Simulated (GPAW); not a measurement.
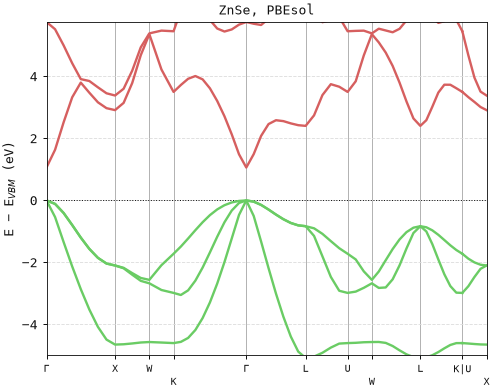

Band structure. Energies are counted from the top of the valence band. The path has few k points, so lines between them are rough.

What lattice type does the k path imply?

Answer. A face-centred cubic lattice: the path Γ–X–W–K–Γ–L–U–W–L–K|U–X runs through the special points of its Brillouin zone.

Calculation on zincblende ZnSe, space group F-43m, 2 atoms in the primitive cell; cubic a = 5.724 Å.

Computed with GPAW 26.7.0: PBEsol, PAW data sets generated in the run's folder for this functional, no spin polarisation, no spin-orbit coupling, 8×8×8 k mesh, 600 eV cutoff.

Read off the fundamental gap and say whether it is direct.

Answer. A semiconductor. The gap along this path is 1.06 eV and direct: both edges lie at Γ.

What are the direct gaps at U, L and X?

Answer. The direct gaps are 5.22 eV at U, 3.24 eV at L and 5.01 eV at X.

How much do the top valence band and the lowest conduction band disperse along the path?

Answer. The top valence band spans 2.6 eV and the lowest conduction band 4.3 eV.

Spin-orbit coupling is left out, which matters for Se. The cell is under a strain of +1 % (hydrostatic). LDA, GGA and most meta-GGA functionals understate gaps.
